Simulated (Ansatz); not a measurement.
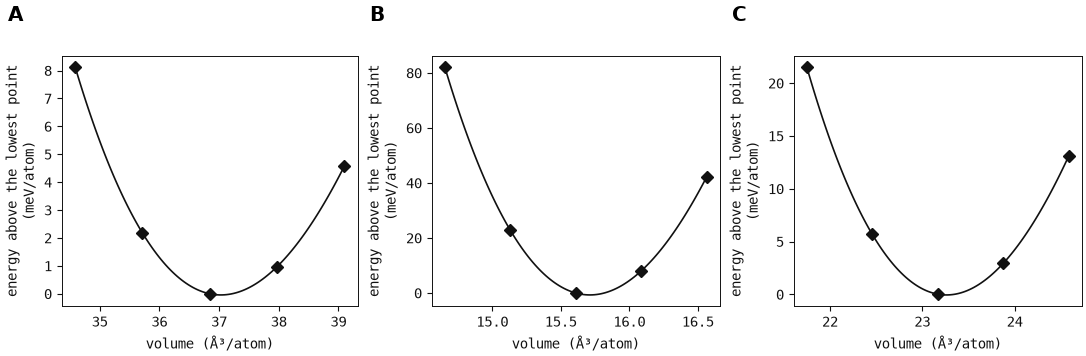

Each panel shows the energy above the lowest point against volume for one of these solids: KBr, Fm-3m (No. 225); W, Im-3m (No. 229); ZnSe, F-43m (No. 216).

Method: equation of state of a cubic crystal from periodic Kohn-Sham density functional theory without spin, third-order Birch-Murnaghan fit to the free energies; pressure corrected for the finite basis (Ansatz 0.2.0 development build). Level: HSE06.

> Which panel belongs to which solid?

A is KBr (energy above the lowest point from 0.00 meV/atom to 8.13 meV/atom, V0 37.03 Å³/atom, B0 14.2 GPa); B is W (energy above the lowest point from 0.0 meV/atom to 82.2 meV/atom, V0 15.71 Å³/atom, B0 328 GPa); C is ZnSe (energy above the lowest point from 0.0 meV/atom to 21.5 meV/atom, V0 23.26 Å³/atom, B0 62 GPa).

For W, limits of the calculation: coarse k-mesh, values are not converged in k.

For ZnSe, limits of the calculation: modest k-mesh, values are not fully converged in k.
